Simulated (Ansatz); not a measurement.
Cell and atoms:

```xyz
4
Lattice="2.7310 0.0000 0.0000 0.0000 4.7302 0.0000 0.0000 0.0000 4.4285" Properties=species:S:1:pos:R:3 pbc="T T T"
Rh    1.3655    3.3410    3.3214
Rh    0.0000    3.7543    1.1071
Rh    0.0000    0.9759    3.3214
Rh    1.3655    1.3892    1.1071
```

> What crystal do these data define?

The element is rhodium. It belongs to space group Cmcm (No. 63) and has a base-centred orthorhombic lattice. The cell holds four atoms.

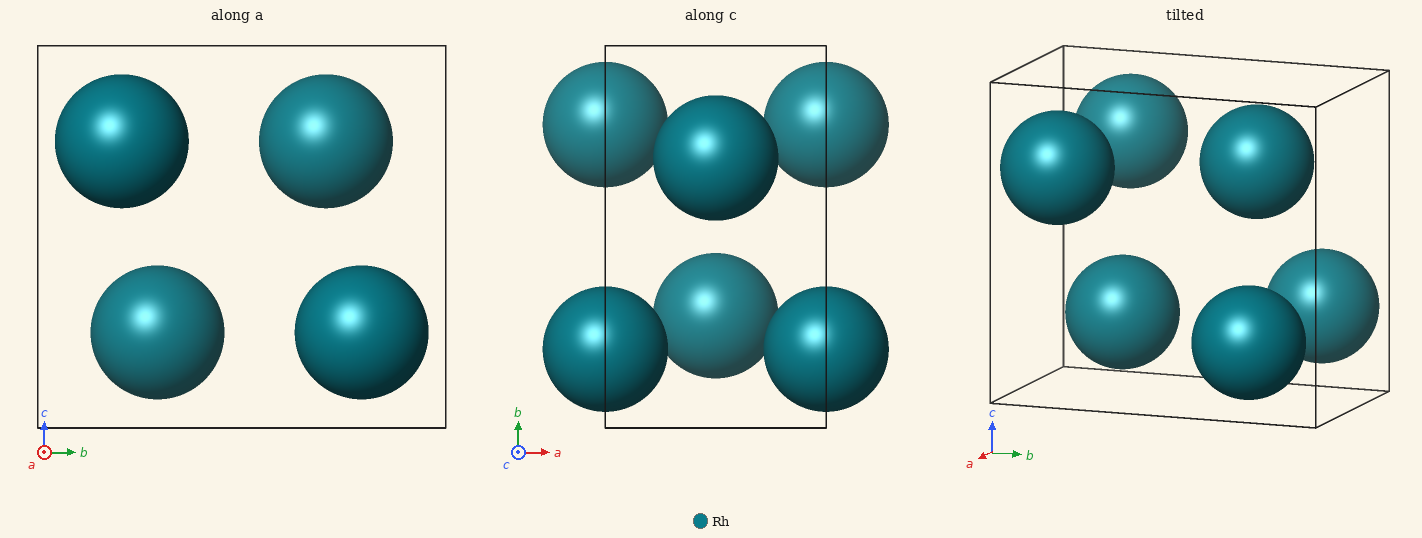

Spheres-only drawing of the structure, looking along the a axis, along the c axis and slightly off an axis. Thin lines show the conventional unit cell, with boundary atoms drawn in all their periodic places. Colours: rhodium blue.

It goes back to a structure listed in the Materials Project. The cell was then strained or its atoms displaced on purpose. Ansatz was used for an electronic-structure calculation on it.

At this level of theory the cell isn't at rest (forces up to 0.9 eV/Å), so its distances can differ from those at equilibrium, the more so the softer the solid.
